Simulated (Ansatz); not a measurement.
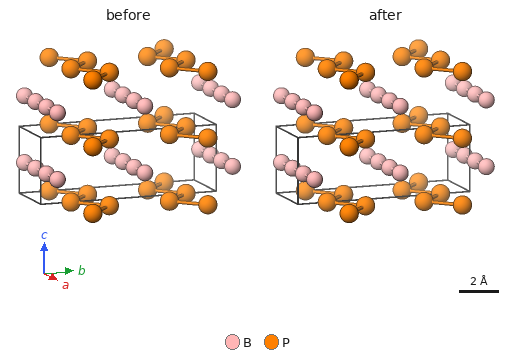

The structure of solid BP (built on the random type) before (left) and after (right) a relaxation, at one scale.

The picture is a ball-and-stick view of the conventional cell (2 times the calculation's cell), repeated 2 × 1 × 2 with one cell outlined, seen slightly off an axis. Lengths and directions refer to the drawn axes.

Case: random cell with space group Cmmm (No. 65).

The calculation used Ansatz 0.2.0, DFT PBE, scalar-relativistic, plane waves, PAW.

Input
```yaml
crystal:
  lattice:
    - [1.5891160002, -4.8515377272, 0.0]
    - [1.5891160002, 4.8515377272, 0.0]
    - [0.0, 0.0, 3.5213539372]
  atoms:
    - { symbol: B, position: [0.7540269213, 0.7540269213, 0.5] }
    - { symbol: B, position: [0.2459730787, 0.2459730787, 0.5] }
    - { symbol: P, position: [0.82824562, 0.17175438, 0.0] }
    - { symbol: P, position: [0.17175438, 0.82824562, 0.0] }
basis:
  ecutwfc: 420
kpoints:
  mp_grid: { grid: [16, 16, 14] }
hamiltonian:
  xc: pbe
scf:
  occupations: { method: gaussian, width: 0.1 }
output:
  forces: true
  stress: true
  eigenvalues: true
relax:
  adjacent_minimum: "off"
  f_tol: 0.01
  max_steps: 80
  cell: { stress_tol: 0.05 }
```

Command:
```bash
ansatz run input.yaml --threads 1 --pin off --max-ram 2560MiB --backend cpu --events-out ev --progress --plain --runs-dir out
```

### Describe what moved and what it gained.

Over 4 accepted moves (5 points after the start) the energy falls by 1.5 meV per atom. The largest force component goes from 0.028 to 0.0021 eV/Å. Pressure: −0.19 GPa at the start and −0.02 GPa at the end. At 1 point the geometry stayed and the basis and grid were re-selected for the new cell (energy shift of 0.1 meV per atom at most each time). The largest moves relative to the cell, 0.013 Å, are those of P3 and P4. P4 goes along +b. By element the largest moves are P 0.013 Å, B 0.001 Å. The drawn cell changes as follows: a 3.178 → 3.189 Å (+0.3 %), b 9.703 → 9.517 Å (−1.9 %), c 3.521 → 3.524 Å (+0.1 %); the volume changes by −1.5 %. Among the contacts that change: B1–B2 1.564 → 1.571 Å. The space group stays Cmmm (No. 65).
